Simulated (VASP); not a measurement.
BeS

```
Be S
1.0
     2.94139    0.00000    0.00000
     0.00000    2.94139    0.00000
     0.00000    0.00000    2.94139
Be S
1 1
Direct
  0.00000 0.00000 0.00000
  0.50000 0.50000 0.50000
```

Space group Pm-3m; a generated structure, not necessarily the stable one; computed pressure about −2 GPa in this cell.

Method: Kohn-Sham DFT of a periodic cell, PBE, VASP PAW PBE potentials, recommended in VASP 6.6.1.

The density is the valence pseudo-density of a PAW calculation; it isn't the true density close to the nuclei.

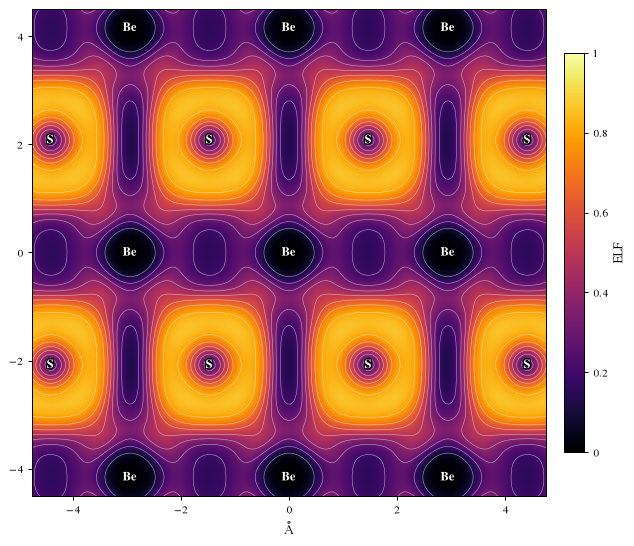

Figure 1. ELF on the (011) plane of the conventional cell.

**Interpret the plot.**

- The section cuts through Be and S sites.
- Be–S (2.55 Å): the ELF peaks at about 0.85 in the valence shell of S, 0.8 Å from its nucleus, and is about 0.65 at the midpoint.

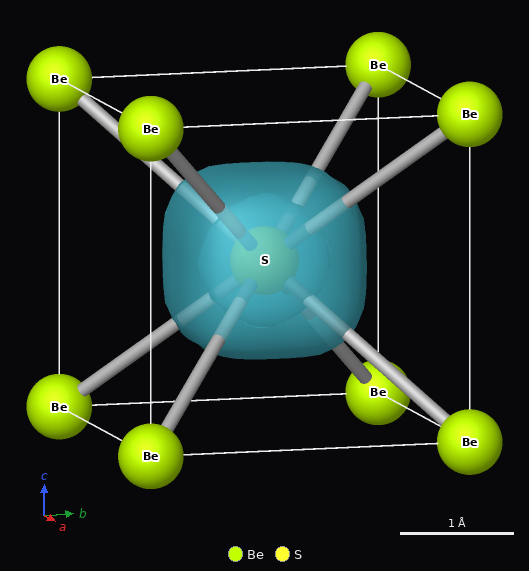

Figure 2. Isosurface of the ELF at 0.8 (cyan), seen slightly off an axis. Core shells and regions of very low density are left out. Sticks mark near contacts.

**Where are the electrons localised?**

At this value the surface marks out one region wrapped around S (its valence shell), counted in one cell of 2 atoms. Regions shared between cells count once.
